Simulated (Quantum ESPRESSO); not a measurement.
# Single-point calculation, with input and output: NiSi₂

NiSi₂ (Fm-3m, 3 atoms in the cell), computed with Kohn-Sham DFT of a periodic cell, PBE, SG15 PBE 1.2, spin-polarised (Quantum ESPRESSO 7.5).

The structure derives from an entry of the Crystallography Open Database.

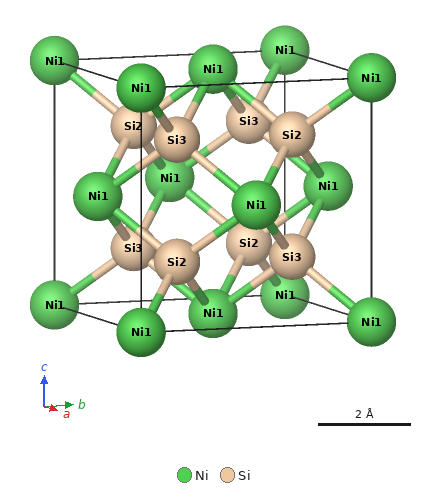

Figure 1. The structure as given in the input (ball-and-stick view of the cell 4 times as large as that of the calculation, set on its symmetry axes, seen slightly off an axis; atoms are numbered from 1 in the order of the input). An atom can appear more than once, as a periodic image. Near neighbours in the periodic cell (some may lie outside the picture): Ni has 8 Si at 2.34 Å; Si has 4 Ni at 2.34 Å.

Key numbers:

| quantity | value |
| --- | --- |
| outcome | converged |
| space group (tolerance 0.01 Å) | Fm-3m (225) |
| electrons treated | 26 |
| free energy | −4410.2388 eV |
| Fermi energy | 13.666 eV |
| gap on the k-point mesh | none (metallic) |
| net moment of the cell | 0.00 μB |
| integrated absolute moment | 0.00 μB |
| pressure | 5.05 GPa |
| largest force (length of the vector) | under 0.001 eV/Å |
| hardware | 2 threads of Arm Neoverse V1, 24 GiB of memory available, shared host |
| wall time | 13 s (CPU time 26 s) |
| peak memory | 0.16 GiB |

Remarks:

Points of doubt noted for this run: coarse mesh. The k-point mesh is coarse for a cell of this size, so the results may not be converged.

The input:
```
&CONTROL
  calculation = 'scf'
  prefix = 'pwscf'
  outdir = './tmp'
  pseudo_dir = './pseudo'
  tprnfor = .true.
  tstress = .true.
  disk_io = 'nowf'
/
&SYSTEM
  ibrav = 0
  nat = 3
  ntyp = 2
  ecutwfc = 70
  nbnd = 23
  occupations = 'smearing'
  smearing = 'fd'
  degauss = 0.00367493
  nspin = 2
  starting_magnetization(1) = 0.0556
  starting_magnetization(2) = 0
/
&ELECTRONS
  conv_thr = 6d-10
  electron_maxstep = 120
  mixing_beta = 0.3
/
ATOMIC_SPECIES
Ni    58.6934 Ni_ONCV_PBE-1.2.upf
Si    28.0850 Si_ONCV_PBE-1.2.upf
CELL_PARAMETERS angstrom
   0.0000000000    2.7030000000    2.7030000000
   2.7030000000    0.0000000000    2.7030000000
   2.7030000000    2.7030000000    0.0000000000
ATOMIC_POSITIONS crystal
Ni     0.0000000000    0.0000000000    0.0000000000
Si     0.7500000000    0.7500000000    0.7500000000
Si     0.2500000000    0.2500000000    0.2500000000
K_POINTS automatic
4 4 4 0 0 0
```

Command:
```bash
OMP_NUM_THREADS=1 mpirun -n 2 pw.x -nk 2 -in pw.in > pw.out
```

Log:
```
This program is part of the open-source Quantum ESPRESSO suite
     for quantum simulation of materials; please cite
         "P. Giannozzi et al., J. Phys.:Condens. Matter 21 395502 (2009);
         "P. Giannozzi et al., J. Phys.:Condens. Matter 29 465901 (2017);
         "P. Giannozzi et al., J. Chem. Phys. 152 154105 (2020);
          URL
     in publications or presentations arising from this work. More details at

     Message from routine setup:
     using ibrav=0 with symmetry is DISCOURAGED, use correct ibrav instead

     K-points division:     npool     =       2
     Subspace diagonalization in iterative solution of the eigenvalue problem:
     a serial algorithm will be used

     G-vector sticks info
     --------------------
     sticks:   dense  smooth     PW     G-vecs:    dense   smooth      PW
     Sum        1015    1015    301                21187    21187    3383

     Using Slab Decomposition

     bravais-lattice index     =            0
     lattice parameter (alat)  =       7.2237  a.u.
     unit-cell volume          =     266.5414 (a.u.)^3
     number of atoms/cell      =            3
     number of atomic types    =            2
     number of electrons       =        26.00
     number of Kohn-Sham states=           23
     kinetic-energy cutoff     =      70.0000  Ry
     charge density cutoff     =     280.0000  Ry
     scf convergence threshold =      6.0E-10
     mixing beta               =       0.3000
     number of iterations used =            8  plain     mixing
     Exchange-correlation= PBE
                           (   1   4   3   4   0   0   0)

     celldm(1)=   7.223703  celldm(2)=   0.000000  celldm(3)=   0.000000
     celldm(4)=   0.000000  celldm(5)=   0.000000  celldm(6)=   0.000000

     crystal axes: (cart. coord. in units of alat)
               a(1) = (   0.000000   0.707107   0.707107 )
               a(2) = (   0.707107   0.000000   0.707107 )
               a(3) = (   0.707107   0.707107   0.000000 )

     reciprocal axes: (cart. coord. in units 2 pi/alat)
               b(1) = ( -0.707107  0.707107  0.707107 )
               b(2) = (  0.707107 -0.707107  0.707107 )
               b(3) = (  0.707107  0.707107 -0.707107 )

     PseudoPot. # 1 for Ni read from file:
     Ni_ONCV_PBE-1.2.upf
     Pseudo is Norm-conserving, Zval = 18.0
     Generated using ONCVPSP code by D. R. Hamann
     Using radial grid of  602 points,  6 beta functions with:
                l(1) =   0
                l(2) =   0
                l(3) =   1
                l(4) =   1
                l(5) =   2
                l(6) =   2

     PseudoPot. # 2 for Si read from file:
     Si_ONCV_PBE-1.2.upf
     Pseudo is Norm-conserving, Zval =  4.0
     Generated using ONCVPSP code by D. R. Hamann
     Using radial grid of  602 points,  4 beta functions with:
                l(1) =   0
                l(2) =   0
                l(3) =   1
                l(4) =   1

     atomic species   valence    mass     pseudopotential
     Ni               18.00    58.69340     Ni( 1.00)
     Si                4.00    28.08500     Si( 1.00)

     Starting magnetic structure
     atomic species   magnetization
     Ni              0.056
     Si              0.000

     48 Sym. Ops., with inversion, found

   Cartesian axes

     site n.     atom                  positions (alat units)
         1        Ni     tau(   1) = (   0.0000000   0.0000000   0.0000000  )
         2        Si     tau(   2) = (   1.0606602   1.0606602   1.0606602  )
         3        Si     tau(   3) = (   0.3535534   0.3535534   0.3535534  )

     number of k points=     8  Fermi-Dirac smearing, width (Ry)=  0.0037
                       cart. coord. in units 2pi/alat
        k(    1) = (   0.0000000   0.0000000   0.0000000), wk =   0.0156250
        k(    2) = (   0.1767767   0.1767767  -0.1767767), wk =   0.1250000
        k(    3) = (  -0.3535534  -0.3535534   0.3535534), wk =   0.0625000
        k(    4) = (   0.3535534   0.0000000   0.0000000), wk =   0.0937500
        k(    5) = (  -0.1767767  -0.5303301   0.5303301), wk =   0.3750000
        k(    6) = (   0.0000000  -0.3535534   0.3535534), wk =   0.1875000
        k(    7) = (  -0.7071068   0.0000000   0.0000000), wk =   0.0468750
        k(    8) = (  -0.7071068   0.3535534   0.0000000), wk =   0.0937500

     Dense  grid:    21187 G-vectors     FFT dimensions: (  40,  40,  40)

     Generating pointlists ...
     new r_m :   0.2526 (alat units)  1.8247 (a.u.) for type    1
     new r_m :   0.2526 (alat units)  1.8247 (a.u.) for type    2

     Initial potential from superposition of free atoms

     starting charge      25.8761, renormalised to      26.0000
     Starting wfcs are random

     Self-consistent Calculation

     iteration #  1     ecut=    70.00 Ry     beta= 0.30
     Davidson diagonalization with overlap
     ethr =  1.00E-02,  avg # of iterations = 10.1

     Threshold (ethr) on eigenvalues was too large:
     Diagonalizing with lowered threshold

     Davidson diagonalization with overlap
     ethr =  4.78E-04,  avg # of iterations =  1.6

     total energy              =    -324.13622947 Ry
     estimated scf accuracy    <       0.12560220 Ry

     total magnetization       =     0.21 Bohr mag/cell
     absolute magnetization    =     0.21 Bohr mag/cell

     iteration #  2     ecut=    70.00 Ry     beta= 0.30
     Davidson diagonalization with overlap
     ethr =  4.83E-04,  avg # of iterations =  1.0

     total energy              =    -324.13984667 Ry
     estimated scf accuracy    <       0.05867553 Ry

     total magnetization       =     0.21 Bohr mag/cell
     absolute magnetization    =     0.22 Bohr mag/cell

     iteration #  3     ecut=    70.00 Ry     beta= 0.30
     Davidson diagonalization with overlap
     ethr =  2.26E-04,  avg # of iterations =  1.0

     total energy              =    -324.14291055 Ry
     estimated scf accuracy    <       0.02479774 Ry

     total magnetization       =     0.17 Bohr mag/cell
     absolute magnetization    =     0.17 Bohr mag/cell

     iteration #  4     ecut=    70.00 Ry     beta= 0.30
     Davidson diagonalization with overlap
     ethr =  9.54E-05,  avg # of iterations =  1.1

     total energy              =    -324.14618940 Ry
     estimated scf accuracy    <       0.00147694 Ry

     total magnetization       =     0.10 Bohr mag/cell
     absolute magnetization    =     0.10 Bohr mag/cell

     iteration #  5     ecut=    70.00 Ry     beta= 0.30
     Davidson diagonalization with overlap
     ethr =  5.68E-06,  avg # of iterations =  4.5

     total energy              =    -324.14649161 Ry
     estimated scf accuracy    <       0.00033938 Ry

     total magnetization       =     0.03 Bohr mag/cell
     absolute magnetization    =     0.03 Bohr mag/cell

     iteration #  6     ecut=    70.00 Ry     beta= 0.30
     Davidson diagonalization with overlap
     ethr =  1.31E-06,  avg # of iterations =  1.8

     total energy              =    -324.14655221 Ry
     estimated scf accuracy    <       0.00005194 Ry

     total magnetization       =     0.02 Bohr mag/cell
     absolute magnetization    =     0.02 Bohr mag/cell

     iteration #  7     ecut=    70.00 Ry     beta= 0.30
     Davidson diagonalization with overlap
     ethr =  2.00E-07,  avg # of iterations =  1.9

     total energy              =    -324.14656802 Ry
     estimated scf accuracy    <       0.00002532 Ry

     total magnetization       =    -0.00 Bohr mag/cell
     absolute magnetization    =     0.01 Bohr mag/cell

     iteration #  8     ecut=    70.00 Ry     beta= 0.30
     Davidson diagonalization with overlap
     ethr =  9.74E-08,  avg # of iterations =  1.4

     total energy              =    -324.14657306 Ry
     estimated scf accuracy    <       0.00000018 Ry

     total magnetization       =     0.01 Bohr mag/cell
     absolute magnetization    =     0.01 Bohr mag/cell

     iteration #  9     ecut=    70.00 Ry     beta= 0.30
     Davidson diagonalization with overlap
     ethr =  7.10E-10,  avg # of iterations =  3.0

     total energy              =    -324.14657330 Ry
     estimated scf accuracy    <       0.00000011 Ry

     total magnetization       =     0.00 Bohr mag/cell
     absolute magnetization    =     0.00 Bohr mag/cell

     iteration # 10     ecut=    70.00 Ry     beta= 0.30
     Davidson diagonalization with overlap
     ethr =  4.42E-10,  avg # of iterations =  1.9

     total energy              =    -324.14657336 Ry
     estimated scf accuracy    <       0.00000005 Ry

     total magnetization       =     0.00 Bohr mag/cell
     absolute magnetization    =     0.00 Bohr mag/cell

     iteration # 11     ecut=    70.00 Ry     beta= 0.30
     Davidson diagonalization with overlap
     ethr =  1.75E-10,  avg # of iterations =  1.2

     total energy              =    -324.14657337 Ry
     estimated scf accuracy    <          4.7E-09 Ry

     total magnetization       =     0.00 Bohr mag/cell
     absolute magnetization    =     0.00 Bohr mag/cell

     iteration # 12     ecut=    70.00 Ry     beta= 0.30
     Davidson diagonalization with overlap
     ethr =  1.82E-11,  avg # of iterations =  2.0

     total energy              =    -324.14657338 Ry
     estimated scf accuracy    <          8.1E-10 Ry

     total magnetization       =     0.00 Bohr mag/cell
     absolute magnetization    =     0.00 Bohr mag/cell

     iteration # 13     ecut=    70.00 Ry     beta= 0.30
     Davidson diagonalization with overlap
     ethr =  3.12E-12,  avg # of iterations =  1.4

     Magnetic moment per site  (integrated on atomic sphere of radius R)
     atom   1 (R=0.253)  charge= 16.5915  magn=  0.0000
     atom   2 (R=0.253)  charge=  1.7732  magn=  0.0000
     atom   3 (R=0.253)  charge=  1.7732  magn=  0.0000

     End of self-consistent calculation

 ------ SPIN UP ------------

          k = 0.0000 0.0000 0.0000 (  2685 PWs)   bands (ev):

   -90.9530 -51.3400 -51.3400 -51.3400  -0.0527   8.5455   8.5455   8.5455
    10.2343  10.2343  13.5020  15.4749  15.4749  15.4749  16.0512  16.0512
    16.0512  18.5315  18.5315  18.5315  20.6634  20.6634  22.9674

          k = 0.1768 0.1768-0.1768 (  2644 PWs)   bands (ev):

   -90.9530 -51.3405 -51.3401 -51.3401   0.8637   6.8831   8.7864   8.7864
    10.1566  10.1566  11.2804  13.6532  13.6532  14.8862  16.2482  16.2482
    17.2619  19.2155  19.2155  19.9544  24.5074  24.5074  26.6938

          k =-0.3536-0.3536 0.3536 (  2638 PWs)   bands (ev):

   -90.9530 -51.3411 -51.3402 -51.3402   3.1808   3.7779   8.9651   8.9651
    10.0177  10.4093  10.4093  12.3580  12.3580  15.5813  15.5813  15.5873
    16.3848  22.9654  22.9654  23.8106  24.8426  24.8426  24.8970

          k = 0.3536 0.0000 0.0000 (  2650 PWs)   bands (ev):

   -90.9530 -51.3405 -51.3402 -51.3402   1.1674   7.3179   8.7086   8.7086
     9.2819  10.4326  11.9700  11.9700  12.0933  13.3340  15.7329  18.8064
    19.6436  19.6436  20.9984  21.5855  21.5855  24.7750  27.1742

          k =-0.1768-0.5303 0.5303 (  2634 PWs)   bands (ev):

   -90.9530 -51.3409 -51.3405 -51.3403   3.1600   5.1997   7.8202   8.9731
     9.0749  10.1982  10.3521  11.2443  11.2530  14.0394  17.6189  17.8641
    19.1314  20.3364  23.5028  24.0092  25.7382  25.8506  26.2954

          k = 0.0000-0.3536 0.3536 (  2642 PWs)   bands (ev):

   -90.9530 -51.3408 -51.3405 -51.3402   2.3352   5.7718   7.7680   9.3981
     9.6506   9.8111  10.5492  10.9650  12.6375  14.8034  16.5351  17.3651
    19.6694  19.9796  20.7544  22.3462  24.5615  25.5973  29.7716

          k =-0.7071 0.0000 0.0000 (  2650 PWs)   bands (ev):

   -90.9530 -51.3410 -51.3405 -51.3405   3.9425   5.7581   6.4608   9.2828
     9.2828  10.1159  10.1159  10.3204  10.6380  13.3157  15.1820  21.4725
    22.1054  22.1054  23.6072  24.8063  24.8063  28.0755  28.4970

          k =-0.7071 0.3536 0.0000 (  2608 PWs)   bands (ev):

   -90.9530 -51.3407 -51.3407 -51.3405   4.8729   4.8729   6.7396   7.0663
    10.0101  10.0101  10.1174  10.5729  11.3260  15.9967  15.9967  18.4393
    19.0357  22.2344  23.1666  25.4062  25.4062  26.4070  26.4070

 ------ SPIN DOWN ----------

          k = 0.0000 0.0000 0.0000 (  2685 PWs)   bands (ev):

   -90.9530 -51.3400 -51.3400 -51.3400  -0.0526   8.5456   8.5456   8.5456
    10.2344  10.2344  13.5021  15.4749  15.4749  15.4749  16.0513  16.0513
    16.0513  18.5315  18.5315  18.5315  20.6635  20.6635  22.9674

          k = 0.1768 0.1768-0.1768 (  2644 PWs)   bands (ev):

   -90.9530 -51.3405 -51.3401 -51.3401   0.8637   6.8831   8.7864   8.7864
    10.1566  10.1566  11.2804  13.6533  13.6533  14.8862  16.2482  16.2482
    17.2619  19.2156  19.2156  19.9544  24.5075  24.5075  26.6938

          k =-0.3536-0.3536 0.3536 (  2638 PWs)   bands (ev):

   -90.9529 -51.3410 -51.3402 -51.3402   3.1808   3.7780   8.9651   8.9651
    10.0177  10.4093  10.4093  12.3581  12.3581  15.5813  15.5813  15.5874
    16.3848  22.9655  22.9655  23.8106  24.8426  24.8426  24.8970

          k = 0.3536 0.0000 0.0000 (  2650 PWs)   bands (ev):

   -90.9529 -51.3405 -51.3402 -51.3402   1.1674   7.3179   8.7086   8.7086
     9.2819  10.4326  11.9701  11.9701  12.0934  13.3340  15.7329  18.8064
    19.6436  19.6436  20.9984  21.5856  21.5856  24.7751  27.1743

          k =-0.1768-0.5303 0.5303 (  2634 PWs)   bands (ev):

   -90.9529 -51.3409 -51.3405 -51.3403   3.1601   5.1997   7.8203   8.9731
     9.0750  10.1982  10.3522  11.2443  11.2531  14.0394  17.6189  17.8642
    19.1314  20.3364  23.5028  24.0093  25.7383  25.8507  26.2955

          k = 0.0000-0.3536 0.3536 (  2642 PWs)   bands (ev):

   -90.9529 -51.3408 -51.3405 -51.3402   2.3353   5.7718   7.7680   9.3981
     9.6507   9.8112  10.5493  10.9650  12.6376  14.8034  16.5352  17.3651
    19.6694  19.9797  20.7544  22.3463  24.5616  25.5973  29.7711

          k =-0.7071 0.0000 0.0000 (  2650 PWs)   bands (ev):

   -90.9529 -51.3410 -51.3404 -51.3404   3.9425   5.7581   6.4609   9.2829
     9.2829  10.1159  10.1159  10.3204  10.6380  13.3157  15.1820  21.4725
    22.1055  22.1055  23.6073  24.8063  24.8063  28.0756  28.4971

          k =-0.7071 0.3536 0.0000 (  2608 PWs)   bands (ev):

   -90.9529 -51.3407 -51.3407 -51.3404   4.8730   4.8730   6.7396   7.0663
    10.0101  10.0101  10.1174  10.5730  11.3260  15.9967  15.9967  18.4394
    19.0358  22.2344  23.1666  25.4063  25.4063  26.4070  26.4070

     the Fermi energy is    13.6662 ev

!    total energy              =    -324.14657338 Ry
     estimated scf accuracy    <          2.8E-10 Ry
     smearing contrib. (-TS)   =      -0.00129884 Ry
     internal energy E=F+TS    =    -324.14527454 Ry

     The total energy is F=E-TS. E is the sum of the following terms:
     one-electron contribution =    -227.77059228 Ry
     hartree contribution      =     124.69821329 Ry
     xc contribution           =     -35.27943167 Ry
     ewald contribution        =    -185.79346389 Ry

     total magnetization       =     0.00 Bohr mag/cell
     absolute magnetization    =     0.00 Bohr mag/cell

     convergence has been achieved in  13 iterations

     Forces acting on atoms (cartesian axes, Ry/au):

     atom    1 type  1   force =     0.00000000    0.00000000   -0.00000000
     atom    2 type  2   force =     0.00000000   -0.00000000   -0.00000000
     atom    3 type  2   force =    -0.00000000    0.00000000    0.00000000

     Total force =     0.000000     Total SCF correction =     0.000000

     Computing stress (Cartesian axis) and pressure

          total   stress  (Ry/bohr**3)                   (kbar)     P=       50.46
   0.00034300   0.00000000  -0.00000000           50.46        0.00       -0.00
   0.00000000   0.00034300   0.00000000            0.00       50.46        0.00
  -0.00000000   0.00000000   0.00034300           -0.00        0.00       50.46

=------------------------------------------------------------------------------=
   JOB DONE.
=------------------------------------------------------------------------------=
```

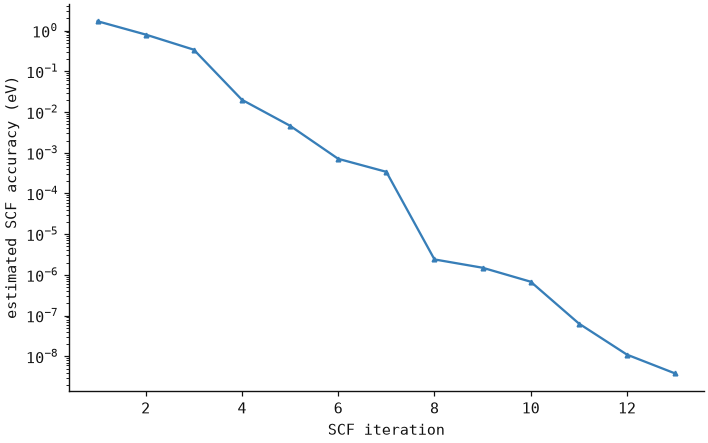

Figure 2. Convergence of the self-consistent field: estimated SCF accuracy against the iteration. The field takes 13 iterations in all.
